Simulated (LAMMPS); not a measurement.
## Geometry relaxation of BN

BN (Fm-3m, 2 atoms in the cell), computed with classical potential BNC.tersoff (style tersoff) (LAMMPS 22 Jul 2025 update 4).

The structure was built on a prototype by a generator. The geometry comes from this level: r2SCAN.

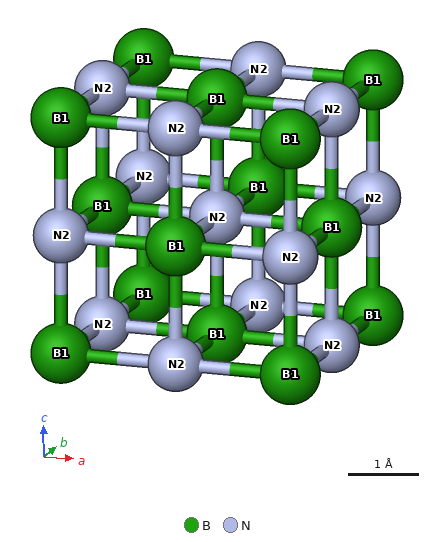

**Figure 1.** The input geometry (ball-and-stick view of the cell 4 times as large as that of the calculation, set on its symmetry axes, seen slightly off an axis; atoms are numbered from 1 in the order of the input). Near neighbours in the crystal (not all of them lie inside the picture): B has 6 N at 1.75 Å; N has 6 B at 1.75 Å.

### Results in brief

| quantity | value |
| --- | --- |
| outcome | converged |
| space group (tolerance 0.01 Å) | Fm-3m (225) |
| potential energy | −13.9389 eV |
| pressure | 0.00 GPa |
| final volume | 9.10 Å³ |
| final cell | a = 2.344 Å, b = 2.344 Å, c = 2.344 Å, α = 60.00°, β = 60.00°, γ = 60.00° |
| hardware | 1 thread of Arm Neoverse V1, 24 GiB of memory available, shared host |
| peak memory | 0.03 GiB |

### The input
```
units metal
boundary p p p
atom_style atomic
read_data data.lmp
pair_style tersoff
pair_coeff * * BNC.tersoff B N
thermo_style custom step pe press pxx pyy pzz pyz pxz pxy vol fmax
thermo_modify format float %.8f
dump 1 all custom 10 dump.lmp id type x y z fx fy fz
dump_modify 1 sort id format float %.8f
thermo 10
fix 1 all box/relax tri 0.0 vmax 0.001
min_style cg
minimize 0.0 1.0e-6 400 4000
minimize 0.0 1.0e-6 400 4000
unfix 1
undump 1
write_dump all custom end.lmp id type x y z modify sort id format float %.8f
run 0
```

### File data.lmp
```
crystal

2 atoms
2 atom types

0.0 2.46897074 xlo xhi
0.0 2.13819138 ylo yhi
0.0 2.01590617 zlo zhi
1.23448537 1.23448537 0.71273046 xy xz yz

Masses

1 10.8100
2 14.0070

Atoms

1 1 2.46897074 0.00000000 0.00000000
2 2 2.46897074 1.42546092 1.00795308
```

Run as:
```bash
lmp -in in.lmp -log none -nocite
```

### The program's output
```
using 1 OpenMP thread(s) per MPI task
Reading data file ...
  triclinic box = (0 0 0) to (2.4689707 2.1381914 2.0159062) with tilt (1.2344854 1.2344854 0.71273046)
WARNING: Triclinic box skew is large. LAMMPS will run inefficiently. (src/src/domain.cpp:221)
  1 by 1 by 1 MPI processor grid
  reading atoms ...
  2 atoms
  read_data CPU = 0.000 seconds
Neighbor list info ...
  max neighbors/atom: 2000, page size: 100000
  master list distance cutoff = 4.1
  ghost atom cutoff = 4.1
  binsize = 2.05, bins = 3 2 1
  1 neighbor lists, perpetual/occasional/extra = 1 0 0
  (1) pair tersoff, perpetual
      attributes: full, newton on
      pair build: full/bin/atomonly
      stencil: full/bin/3d
      bin: standard
Setting up cg style minimization ...
  Unit style    : metal
  Current step  : 0
WARNING: Energy due to 6 extra global DOFs will be included in minimizer energies
 (src/src/min.cpp:222)
Per MPI rank memory allocation (min/avg/max) = 4.236 | 4.236 | 4.236 Mbytes
   Step         PotEng         Press           Pxx            Pyy            Pzz            Pyz            Pxz            Pxy           Volume          Fmax
         0  -13.57615481 -657926.00381685 -657926.00484596 -657925.99989666 -657926.00670792 0.00173416 -0.00000000 0.00000000 10.64223468 0.00000008
        10  -13.69631774 -567241.66900710 -560229.09154803 -574318.18486043 -567177.73061284 -14514.84662414 -5225.51329961 -7261.08750758 10.32775167 0.00000008
        20  -13.79315146 -461953.25620818 -447268.44985423 -476883.38989708 -461707.92887324 -29830.74226789 -10123.33473816 -13661.18382990 10.02418444 0.00000008
        30  -13.86505040 -342156.74726548 -320357.85945017 -364455.54888976 -341656.83345650 -44093.64188896 -14506.28696494 -18755.29185443 9.73374399 0.00000007
        40  -13.91130900 -209595.77153505 -183983.48551687 -235928.27750853 -208875.55157975 -53288.10609504 -18026.48822643 -21891.80960239 9.46028312 0.00000006
        50  -13.93311511 -70253.30500352 -51548.27105980 -89626.58878380 -69585.05516696 -46679.46055445 -19703.94141524 -21770.22405976 9.21227390 0.00000004
        60  -13.93764634 120.10392415 -5645.53040595 5909.66960321 96.17257518 -5615.33246997 -13453.11812691 -13912.91096427 9.10084712 0.00000000
        70  -13.93878285 17.03269874 -906.01971422 1036.06159502 -78.94378458 -872.68011963 -5018.77629330 -5207.86934142 9.10258373 0.00000000
        80  -13.93894508 -0.63767709 -0.88593795 -0.39898565 -0.62810767 0.68139610 -0.36795811 -0.42144022 9.10283765 0.00000000
        86  -13.93894508 0.02649654 0.02474703 0.02794948 0.02679310 -0.05530305 -0.01371194 0.04905809 9.10283662 0.00000000
Loop time of 0.00164109 on 1 procs for 86 steps with 2 atoms

74.8% CPU use with 1 MPI tasks x 1 OpenMP threads

Minimization stats:
  Stopping criterion = force tolerance
  Energy initial, next-to-last, final =
     -13.5761548144084  -13.9389450784112  -13.9389450784112
  Force two-norm initial, final = 7.5693773 5.6917372e-07
  Force max component initial, final = 4.370182 3.5108353e-07
  Final line search alpha, max atom move = 1 3.5108353e-07
  Iterations, force evaluations = 86 97

MPI task timing breakdown:
Section |  min time  |  avg time  |  max time  |%varavg| %total
---------------------------------------------------------------
Pair    | 0.00075076 | 0.00075076 | 0.00075076 |   0.0 | 45.75
Neigh   | 0          | 0          | 0          |   0.0 |  0.00
Comm    | 0.00012644 | 0.00012644 | 0.00012644 |   0.0 |  7.70
Output  | 0.00016437 | 0.00016437 | 0.00016437 |   0.0 | 10.02
Modify  | 0          | 0          | 0          |   0.0 |  0.00
Other   |            | 0.0005995  |            |       | 36.53

Nlocal:              2 ave           2 max           2 min
Histogram: 1 0 0 0 0 0 0 0 0 0
Nghost:            339 ave         339 max         339 min
Histogram: 1 0 0 0 0 0 0 0 0 0
Neighs:              0 ave           0 max           0 min
Histogram: 1 0 0 0 0 0 0 0 0 0
FullNghs:          112 ave         112 max         112 min
Histogram: 1 0 0 0 0 0 0 0 0 0

Total # of neighbors = 112
Ave neighs/atom = 56
Neighbor list builds = 0
Dangerous builds = 0
WARNING: Proc sub-domain size < neighbor skin, could lead to lost atoms (src/src/domain.cpp:1204)
Setting up cg style minimization ...
  Unit style    : metal
  Current step  : 86
WARNING: Energy due to 6 extra global DOFs will be included in minimizer energies
 (src/src/min.cpp:222)
Per MPI rank memory allocation (min/avg/max) = 5.486 | 5.486 | 5.486 Mbytes
   Step         PotEng         Press           Pxx            Pyy            Pzz            Pyz            Pxz            Pxy           Volume          Fmax
        86  -13.93894508 0.02649654 0.02474703 0.02794949 0.02679310 -0.05530305 -0.01371194 0.04905809 9.10283662 0.00000000
        87  -13.93894508 -0.01615589 -0.04132815 0.00876986 -0.01590938 -0.01567672 0.03403101 0.01419472 9.10283669 0.00000000
Loop time of 6.9408e-05 on 1 procs for 1 steps with 2 atoms

0.0% CPU use with 1 MPI tasks x 1 OpenMP threads

Minimization stats:
  Stopping criterion = force tolerance
  Energy initial, next-to-last, final =
     -13.9389450784112  -13.9389450784112  -13.9389450784112
  Force two-norm initial, final = 5.4028901e-07 3.7344355e-07
  Force max component initial, final = 3.3326656e-07 2.3680283e-07
  Final line search alpha, max atom move = 1 2.3680283e-07
  Iterations, force evaluations = 1 2

MPI task timing breakdown:
Section |  min time  |  avg time  |  max time  |%varavg| %total
---------------------------------------------------------------
Pair    | 2.5841e-05 | 2.5841e-05 | 2.5841e-05 |   0.0 | 37.23
Neigh   | 0          | 0          | 0          |   0.0 |  0.00
Comm    | 4.217e-06  | 4.217e-06  | 4.217e-06  |   0.0 |  6.08
Output  | 0          | 0          | 0          |   0.0 |  0.00
Modify  | 0          | 0          | 0          |   0.0 |  0.00
Other   |            | 3.935e-05  |            |       | 56.69

Nlocal:              2 ave           2 max           2 min
Histogram: 1 0 0 0 0 0 0 0 0 0
Nghost:            339 ave         339 max         339 min
Histogram: 1 0 0 0 0 0 0 0 0 0
Neighs:              0 ave           0 max           0 min
Histogram: 1 0 0 0 0 0 0 0 0 0
FullNghs:          160 ave         160 max         160 min
Histogram: 1 0 0 0 0 0 0 0 0 0

Total # of neighbors = 160
Ave neighs/atom = 80
Neighbor list builds = 0
Dangerous builds = 0
WARNING: No fixes with time integration, atoms won't move
WARNING: Proc sub-domain size < neighbor skin, could lead to lost atoms (src/src/domain.cpp:1204)
Setting up Verlet run ...
  Unit style    : metal
  Current step  : 87
  Time step     : 0.001
Per MPI rank memory allocation (min/avg/max) = 3.111 | 3.111 | 3.111 Mbytes
   Step         PotEng         Press           Pxx            Pyy            Pzz            Pyz            Pxz            Pxy           Volume          Fmax
        87  -13.93894508 -0.01615589 -0.04132815 0.00876986 -0.01590938 -0.01567672 0.03403101 0.01419472 9.10283669 0.00000000
Loop time of 1.042e-06 on 1 procs for 0 steps with 2 atoms

0.0% CPU use with 1 MPI tasks x 1 OpenMP threads

MPI task timing breakdown:
Section |  min time  |  avg time  |  max time  |%varavg| %total
---------------------------------------------------------------
Pair    | 0          | 0          | 0          |   0.0 |  0.00
Neigh   | 0          | 0          | 0          |   0.0 |  0.00
Comm    | 0          | 0          | 0          |   0.0 |  0.00
Output  | 0          | 0          | 0          |   0.0 |  0.00
Modify  | 0          | 0          | 0          |   0.0 |  0.00
Other   |            | 1.042e-06  |            |       |100.00

Nlocal:              2 ave           2 max           2 min
Histogram: 1 0 0 0 0 0 0 0 0 0
Nghost:            339 ave         339 max         339 min
Histogram: 1 0 0 0 0 0 0 0 0 0
Neighs:              0 ave           0 max           0 min
Histogram: 1 0 0 0 0 0 0 0 0 0
FullNghs:          160 ave         160 max         160 min
Histogram: 1 0 0 0 0 0 0 0 0 0

Total # of neighbors = 160
Ave neighs/atom = 80
Neighbor list builds = 0
Dangerous builds = 0
```

### Trajectory as extended XYZ (Å, eV, eV/Å), 11 frames, from step=0 to step=87
```
2
Lattice="2.4690 0.0000 0.0000 1.2345 2.1382 0.0000 1.2345 0.7127 2.0159" Properties=species:S:1:pos:R:3:forces:R:3 step=0 energy=-13.57615 pressure_GPa=-65.79
B     0.0000    0.0000    0.0000    0.0000   0.0000   0.0000
N     2.4690    1.4255    1.0080    0.0000   0.0000   0.0000
2
Lattice="2.4445 0.0000 0.0000 1.2343 2.1168 0.0000 1.2344 0.7125 1.9959" Properties=species:S:1:pos:R:3:forces:R:3 step=10 energy=-13.69632 pressure_GPa=-56.72
B     0.0122    0.0107    0.0100    0.0000   0.0000   0.0000
N     2.4688    1.4253    1.0080    0.0000   0.0000   0.0000
2
Lattice="2.4208 0.0000 0.0000 1.2338 2.0954 0.0000 1.2339 0.7116 1.9761" Properties=species:S:1:pos:R:3:forces:R:3 step=20 energy=-13.79315 pressure_GPa=-46.20
B     0.0241    0.0214    0.0199    0.0000   0.0000   0.0000
N     2.4683    1.4249    1.0080    0.0000   0.0000   0.0000
2
Lattice="2.3983 0.0000 0.0000 1.2327 2.0740 0.0000 1.2331 0.7096 1.9569" Properties=species:S:1:pos:R:3:forces:R:3 step=30 energy=-13.86505 pressure_GPa=-34.22
B     0.0353    0.0321    0.0295    0.0000   0.0000   0.0000
N     2.4674    1.4239    1.0080    0.0000   0.0000   0.0000
2
Lattice="2.3776 0.0000 0.0000 1.2308 2.0527 0.0000 1.2314 0.7059 1.9384" Properties=species:S:1:pos:R:3:forces:R:3 step=40 energy=-13.91131 pressure_GPa=-20.96
B     0.0457    0.0428    0.0388    0.0000   0.0000   0.0000
N     2.4656    1.4221    1.0080    0.0000   0.0000   0.0000
2
Lattice="2.3604 0.0000 0.0000 1.2268 2.0313 0.0000 1.2279 0.6986 1.9214" Properties=species:S:1:pos:R:3:forces:R:3 step=50 energy=-13.93312 pressure_GPa=-7.03
B     0.0543    0.0535    0.0472    0.0000   0.0000   0.0000
N     2.4618    1.4184    1.0080    0.0000   0.0000   0.0000
2
Lattice="2.3513 0.0000 0.0000 1.2093 2.0224 0.0000 1.2101 0.6833 1.9138" Properties=species:S:1:pos:R:3:forces:R:3 step=60 energy=-13.93765 pressure_GPa=0.01
B     0.0588    0.0579    0.0510    0.0000   0.0000   0.0000
N     2.4442    1.4107    1.0080    0.0000   0.0000   0.0000
2
Lattice="2.3449 0.0000 0.0000 1.1851 2.0285 0.0000 1.1854 0.6776 1.9137" Properties=species:S:1:pos:R:3:forces:R:3 step=70 energy=-13.93878 pressure_GPa=0.00
B     0.0620    0.0549    0.0511    0.0000   0.0000   0.0000
N     2.4197    1.4079    1.0080    0.0000   0.0000   0.0000
2
Lattice="2.3437 0.0000 0.0000 1.1718 2.0297 0.0000 1.1718 0.6766 1.9136" Properties=species:S:1:pos:R:3:forces:R:3 step=80 energy=-13.93895 pressure_GPa=-0.00
B     0.0626    0.0543    0.0512    0.0000   0.0000   0.0000
N     2.4063    1.4074    1.0080    0.0000   0.0000   0.0000
2
Lattice="2.3437 0.0000 0.0000 1.1718 2.0297 0.0000 1.1718 0.6766 1.9136" Properties=species:S:1:pos:R:3:forces:R:3 step=86 energy=-13.93895 pressure_GPa=0.00
B     0.0626    0.0543    0.0512    0.0000   0.0000   0.0000
N     2.4063    1.4074    1.0080    0.0000   0.0000   0.0000
2
Lattice="2.3437 0.0000 0.0000 1.1718 2.0297 0.0000 1.1718 0.6766 1.9136" Properties=species:S:1:pos:R:3:forces:R:3 step=87 energy=-13.93895 pressure_GPa=-0.00
B     1.2345    0.7308    1.9648    0.0000   0.0000   0.0000
N     2.4063    1.4074    1.0080    0.0000   0.0000   0.0000
```
